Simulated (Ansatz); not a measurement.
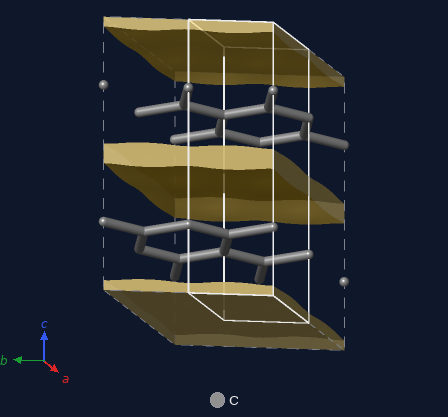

Crystal voids of C in space group P6_3/mmc: the yellow surface encloses the regions where the procrystal electron density, the sum of the densities of spherically averaged neutral Hartree-Fock atoms, is below 0.005 e/bohr³ (2×2×1 cells, view from a free direction). No self-consistent density enters. Pale faces close the region where the drawn box cuts it. The usual level for crystal voids is 0.002 e/bohr³; this crystal has almost no region below it, so a higher level is used, which marks the interstitial space of lowest density.

Origin of the cell: the geometry relaxed with Ansatz, DFT PBE, scalar-relativistic, plane waves, PAW.

```
CELL_PARAMETERS angstrom
2.46653 0.00000 0.00000
-1.23327 2.13608 0.00000
0.00000 0.00000 8.46545
ATOMIC_POSITIONS crystal
C 0.00000 0.00000 0.25000
C 0.00000 0.00000 0.75000
C 0.33333 0.66667 0.25000
C 0.66667 0.33333 0.75000
```

What share of the cell is void by this measure?

Answer. The voids take about 18 % of the cell (7.9 Å³ of 44.6 Å³) and are bounded by about 21 Å² of surface per cell.

Are the voids connected in the whole crystal?

Answer. Where they connect, they form a two-dimensional network in layers parallel to (001).

How low does the density fall, and where?

Answer. To about 0.0034 e/bohr³ near 0.33, 0.67, 0.00 (fractional), 2.1 Å from the nearest nucleus.

At what density do the voids first join through the crystal?

Answer. At about 0.0034 e/bohr³, as a two-dimensional network in layers parallel to (001).
